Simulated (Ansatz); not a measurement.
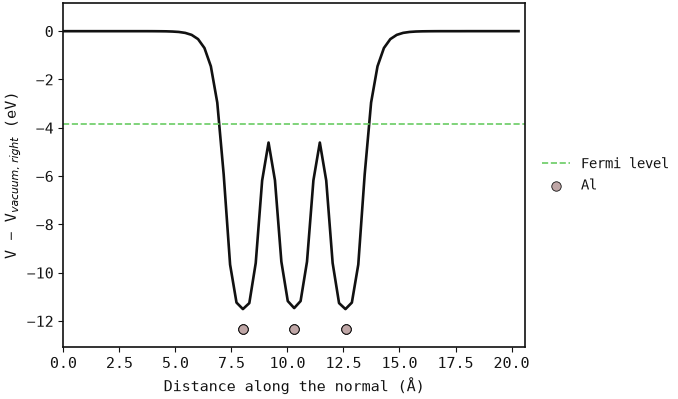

What does the plot show?

Plane-averaged electrostatic potential energy of an electron across the slab; circles at the bottom mark the heights of the atoms (positions after relaxation). System: a (111) slab cut from Al (Fm-3m), 12 atoms in the cell. Method: DFT PBE+D3(BJ), scalar-relativistic, plane waves, PAW, no spin polarisation, 4×4×1 k mesh (Ansatz).

The work function is 3.85 eV, the same on both faces. The two vacuum levels agree, so the slab has no net dipole along its normal. The outermost atoms are 4.6 Å apart, which leaves 16.0 Å of vacuum in a cell 20.6 Å high.
